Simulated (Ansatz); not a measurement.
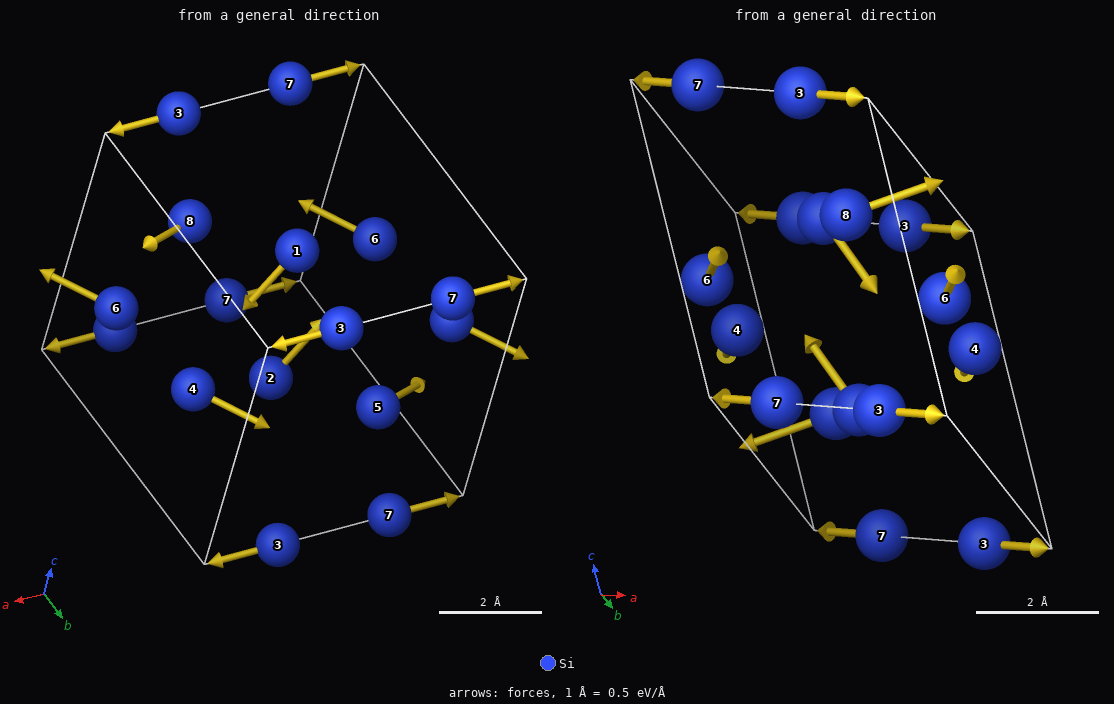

A spheres-only rendering, viewed from two general directions. The lines enclose the cell (the run's own, in a reduced setting); boundary atoms appear with their images. The arrows are the computed forces on the atoms.

System: Si. Electronic-structure method: Ansatz 0.2.0, DFT LDA, scalar-relativistic, plane waves, PAW. Parameters: a basis cut at 420 eV, k-points about 0.12 Å⁻¹ apart, Gaussian smearing of 0.15 eV, no spin polarisation.

Are the forces small enough to call this converged?

No. The atoms still feel forces of up to about 0.65 eV/Å, far above a usual threshold of 0.01 to 0.03 eV/Å.

The model was built from a structure listed in the Materials Project. The cell was then strained or its atoms displaced on purpose. It went into a calculation with Ansatz.
